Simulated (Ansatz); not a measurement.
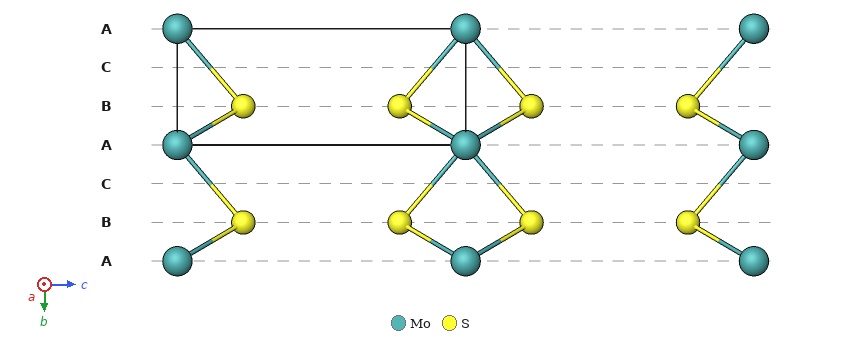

Projection along an edge of the hexagonal mesh, stacking direction c to the right. The dashed lines mark the three columns A (0, 0), B (1/3, 2/3) and C (2/3, 1/3). The sequence starts with the first layer at or above the cell's origin.

MoS₂ (space group P-6m2, No. 187): the input geometry of an electronic-structure calculation (not necessarily at equilibrium).

Read off the stacking sequence over one period.

Answer. Mo(A) – S(B) – S(B) (three layers in 6.81 Å).

How are the S layers alone stacked?

Answer. S layers alone: BB, a sequence in which some neighbouring layers lie directly above each other.

Which positions between or in the S layers do the other atoms fill?

Answer. Mo: one trigonal-prismatic site, counted in one hexagonal cell. One of the two gaps between S layers is empty, 3.70 Å wide.

What short polytype symbol fits?

Answer. Polytype symbol 1H, the symbol of a layered MX2 polytype (number of slabs in the repeat and lattice).
